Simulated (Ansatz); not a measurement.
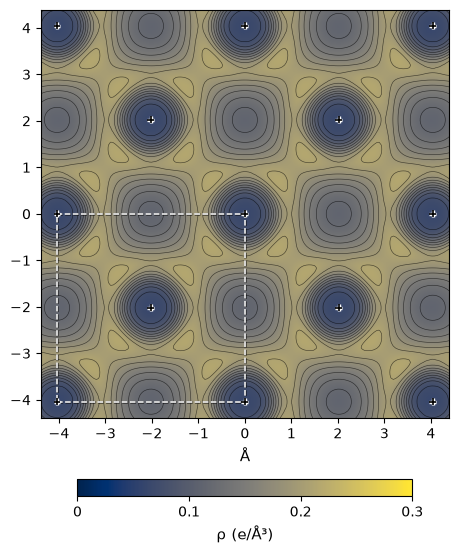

The valence charge density (pseudo) on a plane through atoms (crosses mark nuclei in the plane).

The calculation used DFT PBE, scalar-relativistic, plane waves, PAW (Ansatz 0.2.0).

Candidates:
A. AlAs, a = 5.73 Å, b = 5.73 Å, c = 5.73 Å, α = 90.00°, β = 90.00°, γ = 90.00°. Space group F-43m.
B. Al, a = 4.04 Å, b = 4.04 Å, c = 4.04 Å, α = 90.00°, β = 90.00°, γ = 90.00°. Space group Fm-3m; computed without spin polarisation.
C. C, a = 2.47 Å, b = 2.47 Å, c = 12.79 Å, α = 90.08°, β = 89.92°, γ = 120.00°. Space group R-3m; a structure from a database of computed crystals, not necessarily the ambient phase.

> Which system is this?

Candidate B: Al on the (001) plane of the conventional cell, which holds Al. Al–Al (2.86 Å): ρ is about 0.2 e/Å³ halfway.
